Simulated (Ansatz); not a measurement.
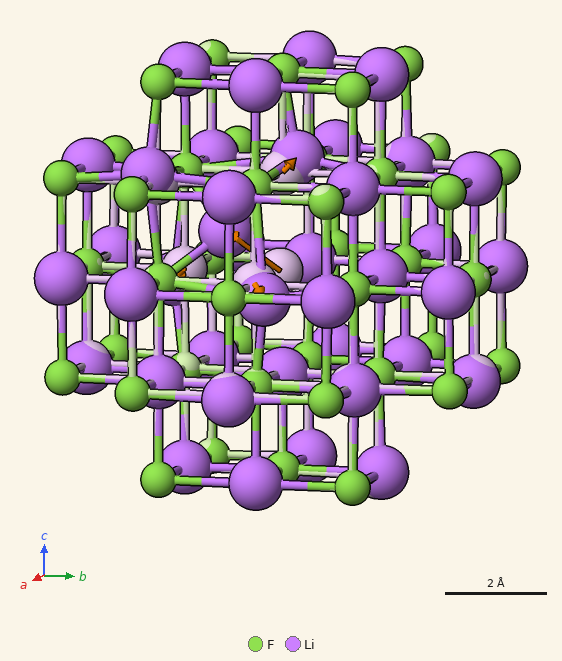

A relaxation of a defect cell of composition F31Li33 (cell charge +1). The starting structure is drawn faded, the final one solid; orange arrows show the displacements, at their true length.

The picture is a ball-and-stick view of the atoms within 5.0 Å of the atom that moves most (axes of the cell of the calculation (origin shifted)), seen slightly off an axis.

The atoms of the start lie slightly off their symmetric places, so part of the fall in energy undoes that.

All numbers below come from DFT, PBEsol, PAW, plane waves (Ansatz 0.2.0). Set-up: plane-wave cutoff 420 eV; k-point mesh 1 × 1 × 1; mesh shifted by (0.25, 0.25, 0.25); collinear spin; atoms relaxed in a fixed cell; force threshold 0.03 eV/Å; at most 80 steps.

Q: What happened in the run?

A: Over 11 geometry steps the energy falls by 4.343 eV per cell of the calculation. The largest force component goes from 2.8 to 0.024 eV/Å. A Li atom moves most: 1.54 Å along [1 −1 1]. Largest moves by element: Li 1.54 Å, F 0.09 Å. The lattice vectors keep their values. Some distances before and after: Li–Li 3.456 → 2.188 Å, Li–Li 2.031 → 3.242 Å, F–Li 2.826 → 1.761 Å, Li–Li 2.846 → 2.539 Å. New bonds form, among them: F–Li (2.81 → 1.76 Å), F–Li (2.82 → 1.76 Å), F–Li (2.83 → 1.76 Å). Bond angles that change, for instance: F–Li–F 178.7° → 158.5°, F–Li–F 178.5° → 158.5°, F–Li–F 177.4° → 158.6°. The run took 94 s on 7 threads of Arm Neoverse-V2, peak memory 1.6 GiB.

Limits of the set-up: the periodic images lie only 8.0 Å apart, so the values are limited by the cell's size; the cell is charged, on a uniform background, and energies carry no finite-size correction.
